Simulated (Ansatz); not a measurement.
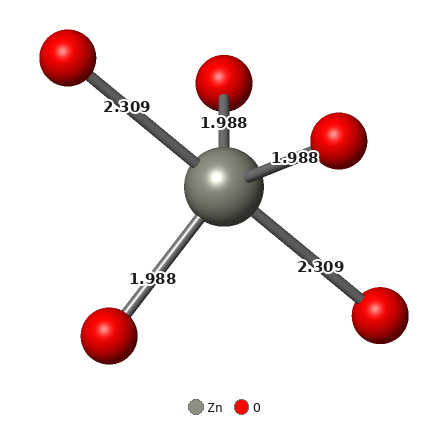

The surroundings of site Zn1 (at 0.333, 0.667, 0.250) in ZnO (P6_3/mmc), with bond lengths in Å.

Source of the atomic positions: the end point of a relaxation with DFT PBE, scalar-relativistic, plane waves, PAW in Ansatz; the starting structure was generated, so it need not be a known form of this composition.

```
Zn O
1.0
     3.44418    0.00000    0.00000
    -1.72209    2.98275    0.00000
     0.00000    0.00000    4.61775
Zn O
2 2
Direct
  0.33333 0.66667 0.25000
  0.66667 0.33333 0.75000
  0.66667 0.33333 0.25000
  0.33333 0.66667 0.75000
```

Bond valence s = exp((R0 − d)/b), R0 fitted to published crystal structures with b = 0.37 Å; R0 in Å: Zn2+–O 1.689.

> Calculate the bond-valence sum of Zn1 from the bonds drawn.

3 × 0.446 + 2 × 0.187 = 1.71 v.u., against a formal valence of 2: underbonded (bonds long for this ion) by 0.29.

> And over the whole structure?

```json
{"site": "Zn1", "x, y, z": "0.333, 0.667, 0.250", "formal valence": "+2", "bond-valence sum": "1.73", "difference": "-0.27"}
{"site": "O1", "x, y, z": "0.667, 0.333, 0.250", "formal valence": "−2", "bond-valence sum": "1.73", "difference": "-0.27"}
```

These sums include all anions within 5 Å. The global instability index (root mean square of the differences over all atoms) is 0.27 v.u.: above 0.2, which by the usual rule of thumb marks a strained structure. Cells relaxed with PBE tend to have slightly long bonds, which lowers the sums.
